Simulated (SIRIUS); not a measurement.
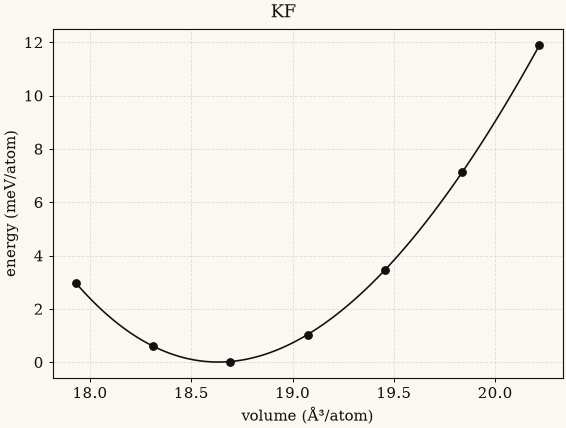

The picture above shows the energy against volume for KF, space group Fm-3m (No. 225).

Structure:
```xyz
2
Lattice="0.0000 2.6719 2.6719 2.6719 0.0000 2.6719 2.6719 2.6719 0.0000" Properties=species:S:1:pos:R:3 pbc="T T T"
K     0.0000    0.0000    0.0000
F     2.6719    2.6719    2.6719
```

Computed with SIRIUS 7.10.0: plane-wave DFT, no spin polarisation; energies at scaled volumes of the given cell, shape and fractions fixed, counted from the fit's minimum, third-order Birch-Murnaghan fit. Level: PBEsol.

- k mesh: 9×9×9
- occupations: Fermi–Dirac
- smearing width: 0.05 eV
- potentials: dojo sr pbesol 0.4.1 standard
- wave cutoff: 1152 eV
- density cutoff: 4606 eV

This calculation gives: equilibrium volume 18.63 Å³/atom and bulk modulus 33.2 GPa.

Now F is replaced by Cl on all its sites, which gives KCl in the same structure. The second calculation uses wave cutoff 1029.815 eV and k mesh 7×7×7. What happens?

The equilibrium volume rises from 18.63 to 30.41 Å³/atom (+63 %) and the bulk modulus falls from 33.2 to 18.5 GPa (−44 %).

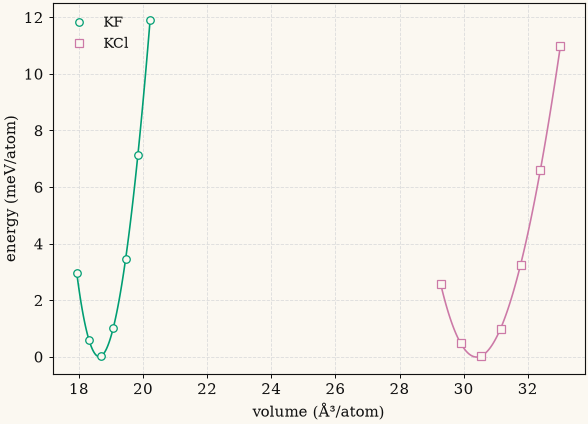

The two results together.

V0 and the bulk modulus come from third-order Birch–Murnaghan fits.
